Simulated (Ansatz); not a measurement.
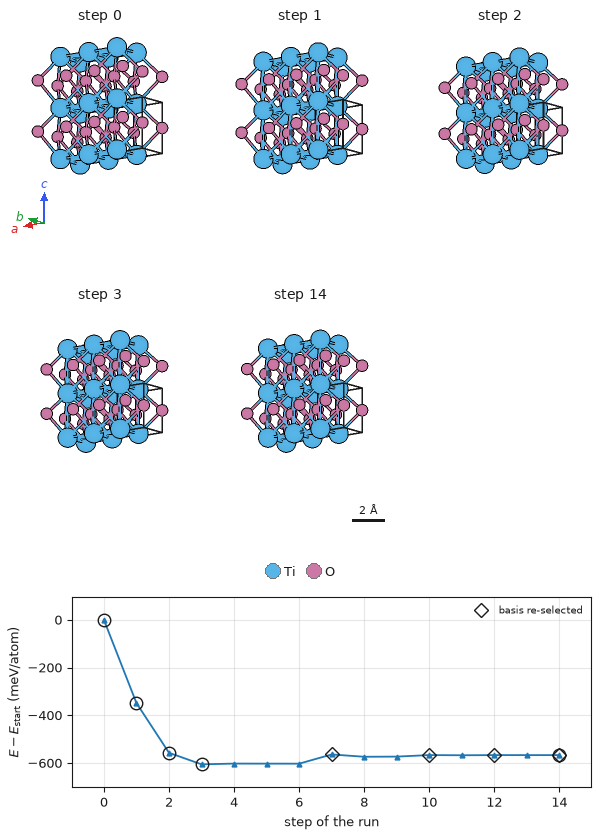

Frames of a relaxation of a crystal of TiO (set up in P-6m2), marked on the history of the run. The picture is a ball-and-stick view of the cell of the calculation, repeated 3 × 2 × 2 with one cell outlined, seen from a free direction.

Case: relaxed ecut: 350 eV.

Computed with DFT r2SCAN, scalar-relativistic, plane waves, PAW (Ansatz).

The input:
```yaml
crystal:
  lattice:
    - [3.0309987015, 0.0, 0.0]
    - [-1.5154993507, 2.6249218743, 0.0]
    - [0.0, 0.0, 3.2377]
  atoms:
    - { symbol: Ti, position: [0.6666666667, 0.3333333333, 0.0] }
    - { symbol: O, position: [0.0, 0.0, 0.5] }
basis:
  ecutwfc: 350
kpoints:
  mp_grid: { grid: [12, 12, 12] }
hamiltonian:
  xc: r2scan
scf:
  occupations: { method: gaussian, width: 0.01 }
output:
  forces: true
  stress: true
  eigenvalues: true
relax:
  adjacent_minimum: "off"
  f_tol: 0.01
  max_steps: 60
  cell: { stress_tol: 0.05 }
```

Command:
```bash
ansatz run input.yaml --threads 1 --pin off --max-ram 2560MiB --backend cpu --events-out ev --progress --plain --runs-dir out
```

> Describe the path.

After 10 accepted moves (14 points after the start) the energy has fallen by 567 meV per atom. All forces vanish by symmetry, so only the cell relaxes. The pressure goes from −39.85 to 0.00 GPa. The SCF was repeated 4 times at an unchanged geometry on a basis and grid sized afresh for the cell, which shifted the energy by 38.7 meV per atom at most. The atoms keep their places relative to the cell (all moves are under 0.005 Å). Cell: a = b 3.031 → 2.805 Å (−7.5 %), c 3.238 → 2.820 Å (−12.9 %). Volume −25.4 %. Among the contacts that change: Ti1–Ti1 3.238 → 2.820 Å, Ti1–O2 2.384 → 2.147 Å, Ti1–Ti1 (another image) 3.031 → 2.805 Å. Among the angles between lasting bonds that change: Ti1–O2–Ti1 85.5° → 82.1°, Ti1–O2–Ti1 78.9° → 81.6°. The space group stays P-6m2 (No. 187). The run took 72 s on 1 thread of Intel(R) Xeon(R) Platinum 8375C CPU @ 2.90GHz (Ice Lake), on a shared host, peak memory 0.42 GiB. From step 0 to 1: volume −10.4 %, energy −349 meV per atom. From step 1 to 2: volume −10.1 %, energy −208 meV per atom. From step 2 to 3: volume −7.2 %, energy −48.5 meV per atom. From step 3 to 14: volume −0.2 %, energy +38.7 meV per atom.

| step | E − E(0), meV/atom | pressure, GPa | volume, Å³/atom | note |
| --- | --- | --- | --- | --- |
| 0 | 0.00 | -39.85 | 12.880 |  |
| 1 | -348.62 | -28.96 | 11.541 |  |
| 2 | -556.95 | -12.57 | 10.374 |  |
| 3 | -605.46 | 4.50 | 9.626 |  |
| 4 | -602.28 | -0.32 | 9.806 |  |
| 5 | -602.48 | -0.12 | 9.800 |  |
| 6 | -602.69 | 0.00 | 9.795 |  |
| 7 | -563.99 | -4.66 | 9.795 | same geometry, new basis |
| 8 | -573.66 | 0.49 | 9.611 |  |
| 9 | -573.03 | 0.00 | 9.628 |  |
| 10 | -566.59 | -0.54 | 9.628 | same geometry, new basis |
| 11 | -567.39 | -0.02 | 9.610 |  |
| 12 | -566.69 | -0.06 | 9.610 | same geometry, new basis |
| 13 | -566.78 | 0.00 | 9.608 |  |
| 14 | -566.74 | 0.00 | 9.608 | same geometry, new basis |

Limits of the set-up: the cutoff lies below the recommended one.
